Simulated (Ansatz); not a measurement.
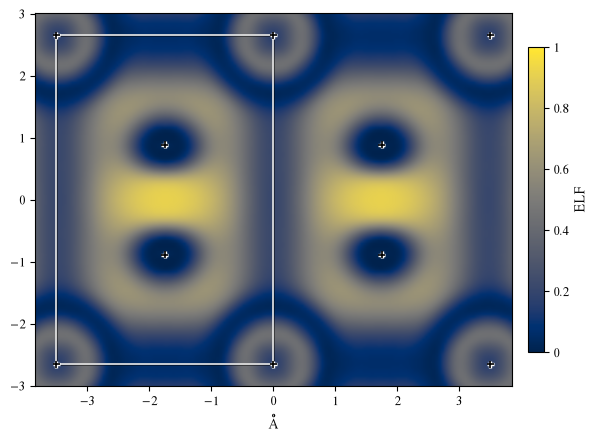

The electron localisation function on a plane through atoms (crosses mark nuclei in the plane).

Level of theory: Ansatz 0.2.0, DFT, PBEsol, PAW with Ansatz's default frozen-core files, scalar-relativistic; relaxation of cell and atoms.

Candidates:
A. NbH2, a = 4.50 Å, b = 4.50 Å, c = 4.50 Å, α = 90.00°, β = 90.00°, γ = 90.00°. Space group Fm-3m; computed without spin polarisation.
B. MgB2, a = 3.06 Å, b = 3.06 Å, c = 3.50 Å, α = 90.00°, β = 90.00°, γ = 120.00°. Space group P6/mmm.
C. AlRu, a = 2.97 Å, b = 2.97 Å, c = 2.97 Å, α = 90.00°, β = 90.00°, γ = 90.00°. Space group Pm-3m; computed without spin polarisation.

Q: Which system is this?

A: Candidate B: MgB2 on the (110) plane of the conventional cell, which holds Mg and B. B–B (1.77 Å): the ELF peaks at about 0.90 between the atoms. Mg–B (2.49 Å): the ELF peaks at about 0.60 in the valence shell of B, 0.9 Å from its nucleus, and is about 0.40 at the midpoint.
